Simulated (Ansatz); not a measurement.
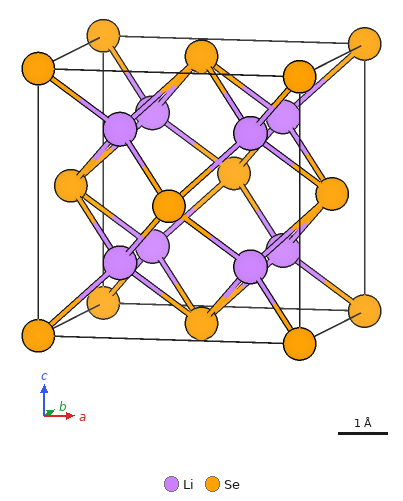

Normal modes of a crystal of Li₂Se relaxed at 9 GPa, space group Fm-3m (No. 225), at the zone centre. The picture is a ball-and-stick view of the conventional cell (4 times the calculation's cell), seen slightly off an axis. Lengths and directions refer to the drawn axes.

Method: DFT PBEsol, scalar-relativistic, plane waves, PAW (Ansatz 0.2.0). Settings: plane-wave cutoff 420 eV; k-point mesh 8 × 8 × 8; occupations fixed; target pressure 9 GPa; no spin polarisation.

Frequencies are those without the non-analytic (LO–TO) term.

**Which optical modes does it have, at what frequencies, and is it stable there?**

The calculation's cell holds 3 atoms, so there are 6 optical modes, in 2 levels. The optical modes span T₁u + T₂g. No level is unstable.

| level | symmetry | frequency (cm⁻¹) | activity |
| --- | --- | --- | --- |
| 1 | T₁u | 383 | infrared-active |
| 2 | T₂g | 439 | Raman-active |

The modes drawn as arrows (one member of each degenerate set):

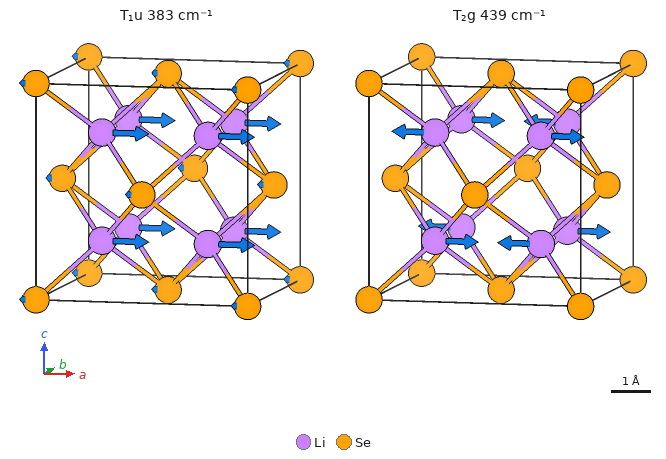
